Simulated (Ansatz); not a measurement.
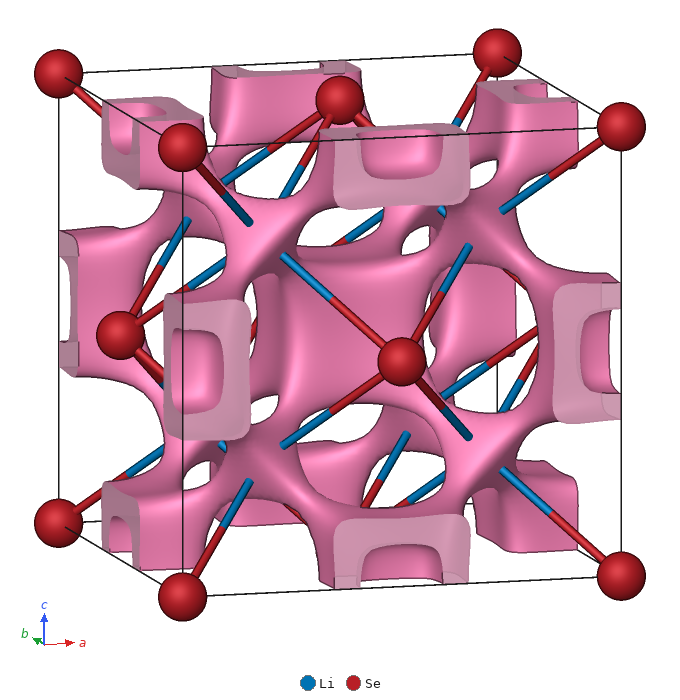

Bond-valence mismatch map for Li+ in Li2Se (Fm-3m): the pink surface encloses the points where |V − 1| < 0.25 v.u. (1×1×1 cells, view slightly off an axis). Pale faces close the region where the drawn box cuts it.

At each point the valence sum V of a Li+ ion is computed from the anions within 5 Å (s = exp((R0 − d)/b), R0 fitted to published crystal structures with b = 0.37 Å; R0: Li+–Se 2.032 Å). The other Li+ ions are ignored. This is an empirical screen for pathways, not an energy calculation.

The cell is taken from the end point of a relaxation with Ansatz 0.2.0, DFT PBE+D3(BJ), scalar-relativistic, plane waves, PAW.

```cif
data_structure
_symmetry_space_group_name_H-M 'Fm-3m'
_symmetry_Int_Tables_number 225
_cell_length_a 5.8562
_cell_length_b 5.8562
_cell_length_c 5.8562
_cell_angle_alpha 90.000
_cell_angle_beta 90.000
_cell_angle_gamma 90.000
_cell_volume 200.84
loop_
_atom_site_label
_atom_site_type_symbol
_atom_site_symmetry_multiplicity
_atom_site_Wyckoff_symbol
_atom_site_fract_x
_atom_site_fract_y
_atom_site_fract_z
_atom_site_occupancy
Li1 Li 8 c 0.25000 0.25000 0.75000 1
Se1 Se 4 a 0.00000 0.00000 0.00000 1
```

**What pathways for Li+ does the map suggest at this level (counting the regions that come within 0.6 Å of a Li site)?**

The regions form a three-dimensional network.

**At which mismatch do paths open?**

From a mismatch of about 0.20 v.u. the regions form a three-dimensional network. These are grid estimates, good to about 0.1 v.u.

**What is the valence sum at the Li sites themselves?**

1.03 v.u., against the formal 1.
